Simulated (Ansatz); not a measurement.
# Single-point calculation of CuO2 (part 1 of 2)

System: CuO2 (Cmcm, 6 atoms in the cell).
Method: DFT r2SCAN+U, scalar-relativistic, plane waves, PAW, Ueff = 4 eV on Cu d, spin-polarised (Ansatz 0.2.0).

The structure derives from a Materials Project entry. Figures and captions count atoms from 1; the log counts them from 0 in places.

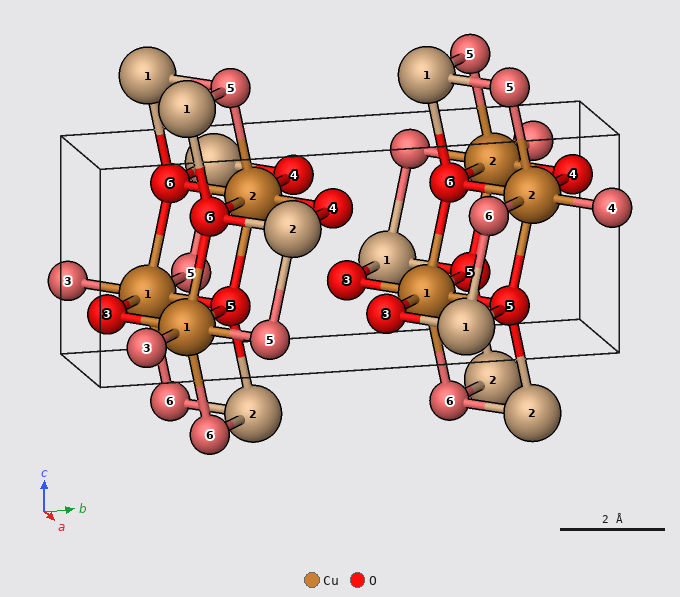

The structure as given in the input (ball-and-stick view of the cell 2 times as large as that of the calculation, set on its symmetry axes, seen slightly off an axis; neighbours outside the cell are drawn fainter; atoms are numbered from 1 in the order of the input). An atom can appear more than once, as a periodic image.

## Input file
```yaml
crystal:
  lattice:
    - [1.412615, -5.210747, 0.0]
    - [1.412615, 5.210747, 0.0]
    - [0.0, 0.0, 4.343424]
  atoms:
    - { symbol: Cu, position: [0.832747, 0.167253, 0.25] }
    - { symbol: Cu, position: [0.167253, 0.832747, 0.75] }
    - { symbol: O, position: [0.448514, 0.551486, 0.25], spin: 0.64 }
    - { symbol: O, position: [0.551486, 0.448514, 0.75], spin: 0.64 }
    - { symbol: O, position: [0.21103, 0.78897, 0.25], spin: 0.38 }
    - { symbol: O, position: [0.78897, 0.21103, 0.75], spin: 0.38 }
basis:
  ecutwfc: 500
kpoints:
  mp_grid: { grid: [14, 14, 8] }
hamiltonian:
  xc: r2scan
  hubbard: { sites: [{ species: Cu, l: d, u_eff: 4.0 }] }
scf:
  occupations: { method: gaussian, width: 0.1 }
output:
  forces: true
  stress: true
  eigenvalues: true
  populations: true
  write_density: true
  write_potential: true
  elf: true
  volumetric_format: npy
magnetization:
  spin_polarized: true
```

Run on 1 thread of Oxide Virtual Turin-like (Zen 5), 32 GiB of memory available, shared host.

Command:
```bash
ansatz run input.yaml --threads 1 --pin off --max-ram 2560MiB --backend cpu --events-out ev --progress --plain --runs-dir out
```

## The program's output
```
Cu: projections on atomic orbitals take those of the free atom [Ne] 3s2 3p6 3d10 4s1, of charge +0.00 (hamiltonian.pseudopotentials.projection_atoms); the dataset's partial waves leave at most 2.0e-6 of an orbital's norm unspanned inside its sphere
O: projections on atomic orbitals take those of the free atom [He] 2s2 2p4, of charge +0.00 (hamiltonian.pseudopotentials.projection_atoms); the dataset's partial waves leave at most 1.9e-8 of an orbital's norm unspanned inside its sphere
Engine: ansatz 0.2.0, x86_64-unknown-linux-gnu
Pseudopotentials: kind: paw
Pseudopotential: Cu, paw, valence charge 19, recommended cutoff 500 eV (meta_gga), Cu.paw.azcp
Pseudopotential: O, paw, valence charge 6, recommended cutoff 500 eV (meta_gga), O.paw.azcp
Functional definition: r2SCAN
  parameter k0 = 0.174
  parameter k1 = 0.065
  parameter a1 = 4.9479
  exchange = r2scan_x(k0 = k0, k1 = k1, a1 = a1)
  correlation = r2scan_c
Crystal: 6 atoms, lattice volume = 63.942 Å³
Basis set: ecut = 500 eV, 1605 PW (Γ), exchange–correlation on 160×160×128 points (64 copies of the dense FFT grid, shifted against one another)
Bands: 39, of which v1, the nominal top of the filled ones, is band 31 counted from 1 (30 counted from 0)
Symmetry: 8 space group operations
Space group: Cmcm (ITA 63), of the structure as read, at distance tolerance 4.0e-5 Å
Magnetic group: BNS 63.457 (UNI 555), of the structure as read, at distance tolerance 4.0e-5 Å
k-points: 285 of 1568
Non-local potential: Cu, projectors of the file, l = 0: 3, l = 1: 2, l = 2: 3, l = 3: 1
Non-local potential: O, projectors of the file, l = 0: 2, l = 1: 2, l = 2: 1
PAW form: soft (Blöchl's): semilocal exchange-correlation on the pseudo side does not see the compensation charge
PAW frozen core: Cu, regenerated for the run's functional (the file was generated under x = pbe(κ = 0.804, μ = 0.2195149727645171), c = pbe(β = 0.06672455060314922))
PAW frozen core: O, regenerated for the run's functional (the file was generated under x = pbe(κ = 0.804, μ = 0.2195149727645171), c = pbe(β = 0.06672455060314922))
PAW one-centre angular grid: Cu, 590 points (default); XC on 160 Gauss nodes
PAW one-centre angular grid: O, 302 points (default); XC on 160 Gauss nodes
Initial density: superposition of atomic densities (chi_scale 0.1, normalization cell, long waves kept (reshape's long-wave potential 0.24 eV rms))
Starting moments: Σ|m| = 2.04 μB on 4 of 6 sites
Initial wavefunctions: pseudopotential atomic-orbital guess
Functional: x = r2scan, c = r2scan; τ floored in thin density (d = 2e-4 eV/Å³)
SCF iter   1: F=—  HF=-15524.970743 eV  |F-HF|=—  |Δ(HF+E_count)|=         —  Δρ=9.39e-2 (↑9.39e-2 ↓9.19e-2)  dr2=2.99e1  dr2_τ=2.23e-1  dr2_m=1.60e-1  M=1.099 μB ∫|m|=1.190 μB  β_m=0.30  ethr=3.10e-3  ⟨swp⟩=5.2  Hψ=78455  notcnv=0  defer=34
preconditioner: auto → Kerker (q_TF=auto, 2.714 Å⁻¹)  [metal: Δε(μ)=0.002 eV  Ē_g=14.677 eV  σ=0.100 eV  W_gap=0.01  n_scr=14 (ndim 8)  ℏωp=31.5 eV  f_vac=0.074  D(μ)=3.06/eV (n_scr^D=32)]
spin=Collinear: Kerker preconditioning applied to the charge; magnetization (m = ρ↑ − ρ↓) channel mixes plain (no charge-response kernel on spin).
SCF iter   2: F=—  HF=-15523.361517 eV  |F-HF|=—  |Δ(HF+E_count)|=    1.61e0  Δρ=5.73e-2 (↑5.49e-2 ↓5.73e-2)  dr2=5.25e0  dr2_τ=3.71e-1  dr2_m=1.43e-1  M=1.164 μB ∫|m|=1.308 μB  β_m=0.30  ethr=3.10e-3  ⟨swp⟩=2.9  Hψ=45556  notcnv=0  defer=1241  κ⁻¹=1.0e0(r=1)
SCF iter   3: F=—  HF=-15523.471101 eV  |F-HF|=—  |Δ(HF+E_count)|=   1.10e-1  Δρ=2.70e-2 (↑2.70e-2 ↓2.55e-2)  dr2=4.38e-1  dr2_τ=4.07e-2  dr2_m=1.33e-1  M=1.597 μB ∫|m|=1.698 μB  β_m=0.30  ethr=3.10e-3  ⟨swp⟩=2.2  Hψ=38652  notcnv=0  defer=1088  κ⁻¹=3.5e-3(r=2)
SCF iter   4: F=—  HF=-15523.873313 eV  |F-HF|=—  |Δ(HF+E_count)|=   4.02e-1  Δρ=2.13e-2 (↑2.11e-2 ↓2.13e-2)  dr2=3.50e-1  dr2_τ=5.95e-3  dr2_m=1.18e-1  M=1.747 μB ∫|m|=1.855 μB  β_m=1.00  ethr=7.06e-4  ⟨swp⟩=2.0  Hψ=34921  notcnv=0  defer=1088  κ⁻¹=1.5e-4(r=3)
SCF iter   5: F=—  HF=-15524.233968 eV  |F-HF|=—  |Δ(HF+E_count)|=   3.61e-1  Δρ=1.05e-2 (↑6.45e-3 ↓1.05e-2)  dr2=1.24e-1  dr2_τ=3.38e-3  dr2_m=1.01e-2  M=1.781 μB ∫|m|=1.931 μB  β_m=0.30  ethr=5.65e-4  ⟨swp⟩=2.2  Hψ=41270  notcnv=0  defer=1090  κ⁻¹=1.9e-5(r=4)
SCF iter   6: F=—  HF=-15524.299469 eV  |F-HF|=—  |Δ(HF+E_count)|=   6.55e-2  Δρ=9.34e-3 (↑6.01e-3 ↓9.34e-3)  dr2=6.09e-2  dr2_τ=1.69e-3  dr2_m=1.99e-2  M=1.922 μB ∫|m|=2.067 μB  β_m=1.00  ethr=1.99e-4  ⟨swp⟩=2.0  Hψ=28360  notcnv=0  defer=1300  κ⁻¹=1.4e-5(r=5)
SCF iter   7: F=—  HF=-15524.341124 eV  |F-HF|=—  |Δ(HF+E_count)|=   4.17e-2  Δρ=6.36e-3 (↑3.09e-3 ↓6.36e-3)  dr2=2.17e-2  dr2_τ=8.54e-4  dr2_m=6.14e-3  M=1.994 μB ∫|m|=2.161 μB  β_m=1.00  ethr=9.82e-5  ⟨swp⟩=2.0  Hψ=35718  notcnv=0  defer=1300  κ⁻¹=1.3e-5(r=6)
SCF iter   8: F=—  HF=-15524.394192 eV  |F-HF|=—  |Δ(HF+E_count)|=   5.31e-2  Δρ=8.08e-3 (↑5.57e-3 ↓8.08e-3)  dr2=8.24e-2  dr2_τ=3.06e-4  dr2_m=1.63e-3  M=2.000 μB ∫|m|=2.188 μB  β_m=1.00  ethr=3.49e-5  ⟨swp⟩=2.0  Hψ=37133  notcnv=0  defer=1316  κ⁻¹=2.9e-6(r=7)
SCF iter   9: F=—  HF=-15524.413703 eV  |F-HF|=—  |Δ(HF+E_count)|=   1.95e-2  Δρ=3.57e-3 (↑3.17e-3 ↓3.57e-3)  dr2=2.62e-2  dr2_τ=1.59e-4  dr2_m=1.83e-4  M=2.000 μB ∫|m|=2.203 μB  β_m=1.20  ethr=3.49e-5  ⟨swp⟩=2.7  Hψ=36653  notcnv=0  defer=1367
Mixer restart at iter 9: flushing history
spin-set hold released at iteration 9 (site moments contracting): the magnetisation degrees of freedom join the quasi-Newton model from the next iteration; the mixer history was flushed
SCF iter  10: F=—  HF=-15524.423775 eV  |F-HF|=—  |Δ(HF+E_count)|=   1.01e-2  Δρ=1.46e-3 (↑1.31e-3 ↓1.46e-3)  dr2=2.95e-3  dr2_τ=9.70e-5  dr2_m=1.69e-4  M=2.000 μB ∫|m|=2.216 μB  β_m=1.20  ethr=3.49e-5  ⟨swp⟩=1.0  Hψ=21684  notcnv=0  defer=1365  κ⁻¹=1.0e0(r=1)
SCF iter  11: F=—  HF=-15524.432331 eV  |F-HF|=—  |Δ(HF+E_count)|=   8.56e-3  Δρ=1.43e-3 (↑8.77e-4 ↓1.43e-3)  dr2=1.90e-3  dr2_τ=1.81e-5  dr2_m=1.55e-4  M=2.000 μB ∫|m|=2.228 μB  β_m=1.20  ethr=4.76e-6  ⟨swp⟩=2.0  Hψ=32072  notcnv=0  defer=1365  κ⁻¹=5.6e-2(r=2)
SCF iter  12: F=—  HF=-15524.439875 eV  |F-HF|=—  |Δ(HF+E_count)|=   7.54e-3  Δρ=1.05e-3 (↑1.05e-3 ↓6.57e-4)  dr2=1.05e-3  dr2_τ=1.67e-5  dr2_m=4.47e-5  M=2.000 μB ∫|m|=2.253 μB  β_m=1.20  ethr=3.06e-6  ⟨swp⟩=2.0  Hψ=37573  notcnv=0  defer=1365  κ⁻¹=3.4e-2(r=3)
SCF iter  13: F=—  HF=-15524.440720 eV  |F-HF|=—  |Δ(HF+E_count)|=   8.45e-4  Δρ=9.66e-4 (↑9.66e-4 ↓4.64e-4)  dr2=7.96e-4  dr2_τ=5.30e-6  dr2_m=4.77e-5  M=2.000 μB ∫|m|=2.260 μB  β_m=1.20  ethr=1.69e-6  ⟨swp⟩=1.4  Hψ=25922  notcnv=0  defer=1365  κ⁻¹=3.0e-3(r=4)
SCF iter  14: F=—  HF=-15524.441847 eV  |F-HF|=—  |Δ(HF+E_count)|=   1.13e-3  Δρ=6.32e-4 (↑6.32e-4 ↓2.62e-4)  dr2=3.13e-4  dr2_τ=2.17e-6  dr2_m=3.25e-5  M=2.000 μB ∫|m|=2.272 μB  β_m=1.20  ethr=1.28e-6  ⟨swp⟩=1.5  Hψ=25778  notcnv=0  defer=1365  κ⁻¹=1.1e-3(r=5)
SCF iter  15: F=—  HF=-15524.442987 eV  |F-HF|=—  |Δ(HF+E_count)|=   1.14e-3  Δρ=3.35e-4 (↑3.35e-4 ↓2.67e-4)  dr2=4.15e-5  dr2_τ=1.31e-6  dr2_m=4.12e-5  M=2.000 μB ∫|m|=2.288 μB  β_m=1.20  ethr=5.05e-7  ⟨swp⟩=2.2  Hψ=36114  notcnv=0  defer=1365  κ⁻¹=6.7e-4(r=6)
SCF iter  16: F=—  HF=-15524.444368 eV  |F-HF|=—  |Δ(HF+E_count)|=   1.38e-3  Δρ=6.73e-4 (↑2.30e-4 ↓6.73e-4)  dr2=2.99e-4  dr2_τ=2.21e-6  dr2_m=3.27e-5  M=2.000 μB ∫|m|=2.317 μB  β_m=1.20  ethr=6.69e-8  ⟨swp⟩=2.5  Hψ=40394  notcnv=0  defer=1365  κ⁻¹=3.3e-4(r=7)
SCF iter  17: F=—  HF=-15524.444852 eV  |F-HF|=—  |Δ(HF+E_count)|=   4.84e-4  Δρ=4.86e-4 (↑1.54e-4 ↓4.86e-4)  dr2=1.44e-4  dr2_τ=8.25e-7  dr2_m=2.05e-5  M=2.000 μB ∫|m|=2.331 μB  β_m=1.20  ethr=6.69e-8  ⟨swp⟩=2.0  Hψ=37281  notcnv=0  defer=1362  κ⁻¹=1.1e-4(r=8)
SCF iter  18: F=—  HF=-15524.445285 eV  |F-HF|=—  |Δ(HF+E_count)|=   4.32e-4  Δρ=2.90e-4 (↑1.04e-4 ↓2.90e-4)  dr2=6.18e-5  dr2_τ=2.88e-7  dr2_m=7.23e-6  M=2.000 μB ∫|m|=2.351 μB  β_m=1.20  ethr=6.69e-8  ⟨swp⟩=2.0  Hψ=38072  notcnv=0  defer=1362  κ⁻¹=2.8e-4(r=8)
SCF iter  19: F=—  HF=-15524.445553 eV  |F-HF|=—  |Δ(HF+E_count)|=   2.68e-4  Δρ=9.86e-5 (↑9.86e-5 ↓7.22e-5)  dr2=7.92e-6  dr2_τ=7.01e-8  dr2_m=3.89e-7  M=2.000 μB ∫|m|=2.376 μB  β_m=1.20  ethr=6.69e-8  ⟨swp⟩=2.0  Hψ=39127  notcnv=0  defer=1379  κ⁻¹=6.1e-5(r=8)
SCF iter  20: F=—  HF=-15524.445588 eV  |F-HF|=—  |Δ(HF+E_count)|=   3.56e-5  Δρ=8.95e-5 (↑8.95e-5 ↓6.12e-5)  dr2=8.63e-6  dr2_τ=5.24e-8  dr2_m=2.08e-7  M=2.000 μB ∫|m|=2.381 μB  β_m=1.20  ethr=1.28e-8  ⟨swp⟩=2.0  Hψ=36791  notcnv=0  defer=1391  κ⁻¹=2.4e-4(r=8)
SCF iter  21: F=—  HF=-15524.445604 eV  |F-HF|=—  |Δ(HF+E_count)|=   1.54e-5  Δρ=2.97e-5 (↑2.97e-5 ↓2.41e-5)  dr2=2.46e-6  dr2_τ=1.35e-8  dr2_m=2.31e-8  M=2.000 μB ∫|m|=2.387 μB  β_m=1.20  ethr=1.28e-8  ⟨swp⟩=2.0  Hψ=35884  notcnv=0  defer=1391  κ⁻¹=2.5e-4(r=8)
SCF iter  22: F=—  HF=-15524.445603 eV  |F-HF|=—  |Δ(HF+E_count)|=   3.72e-7  Δρ=3.37e-5 (↑1.99e-5 ↓3.37e-5)  dr2=8.36e-7  dr2_τ=5.56e-9  dr2_m=5.53e-8  M=2.000 μB ∫|m|=2.387 μB  β_m=1.20  ethr=3.96e-9  ⟨swp⟩=2.4  Hψ=29736  notcnv=0  defer=1392  κ⁻¹=1.7e-4(r=8)
SCF iter  23: F=—  HF=-15524.445606 eV  |F-HF|=—  |Δ(HF+E_count)|=   2.89e-6  Δρ=1.14e-5 (↑9.60e-6 ↓1.14e-5)  dr2=2.35e-7  dr2_τ=1.49e-9  dr2_m=4.54e-9  M=2.000 μB ∫|m|=2.390 μB  β_m=1.20  ethr=1.35e-9  ⟨swp⟩=2.0  Hψ=38502  notcnv=0  defer=1392  κ⁻¹=7.7e-5(r=8)
SCF iter  24: F=-15524.445606 eV  HF=-15524.445606 eV  |F-HF|=3.14e-8  |Δ(HF+E_count)|=   9.03e-9  Δρ=7.19e-6 (↑6.80e-6 ↓7.19e-6)  dr2=6.84e-8  dr2_τ=5.87e-10  dr2_m=9.34e-10  M=2.000 μB ∫|m|=2.389 μB  ethr=1.61e-10  ⟨swp⟩=11.3  Hψ=149356  notcnv=0
SCF 1 converged in 24 iterations: F = -15524.445606 eV  dr2 = 6.84e-8
  greatest PAW one-centre occupation: 1.000 electrons in one spin orbital (limit 2), on the Cu atom at site 1 (counted from 0), in its partial waves of l = 0
```

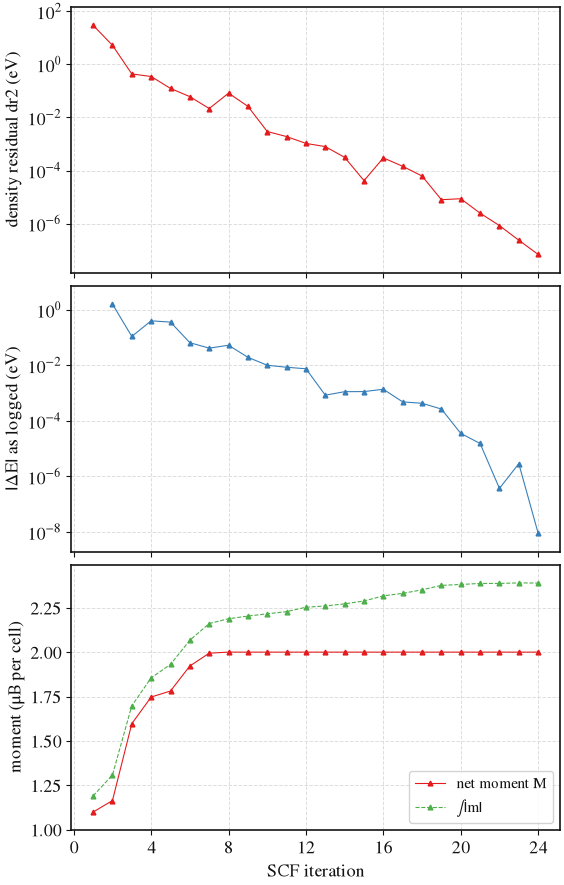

Convergence of the self-consistent field: density residual dr2, size of the energy change and magnetic moment against the SCF iteration. The residual falls unevenly and jumps up by a factor of two or more 2 times on the way down. The net moment goes from 1.1 to 2.0 μB per cell.
